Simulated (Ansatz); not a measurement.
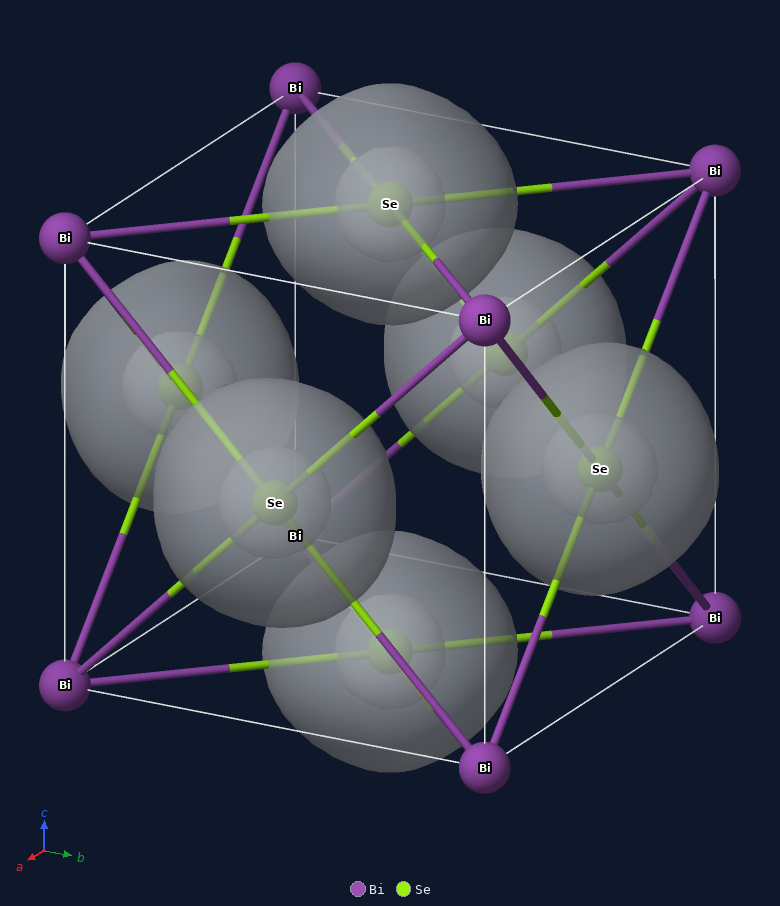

Figure 1: BiSe3. Isosurface of the electron localisation function at 0.65 (grey), seen at an oblique angle. Core shells and regions of very low density are left out. Sticks mark near contacts.

Space group Pm-3m; a structure generated by program, which may or may not match a known phase; computed without spin polarisation.

Theory: Ansatz, DFT PBE, scalar-relativistic, plane waves, PAW.

```xyz
4
Lattice="4.5411 0.0000 0.0000 0.0000 4.5411 0.0000 0.0000 0.0000 4.5411" Properties=species:S:1:pos:R:3 pbc="T T T"
Bi    0.0000    0.0000    0.0000
Se    0.0000    2.2706    2.2706
Se    2.2706    0.0000    2.2706
Se    2.2706    2.2706    0.0000
```

> Where are the electrons localised?

The surface consists of three regions wrapped around Se (the valence shell of each), counted in one cell of 4 atoms. Regions shared between cells count once. Profiles from the grid: Bi–Se (3.21 Å): the ELF is about 0.25 at the midpoint.

> Metal or insulator at this level of theory?

It is metallic or semimetallic at this level of theory: no gap opens.
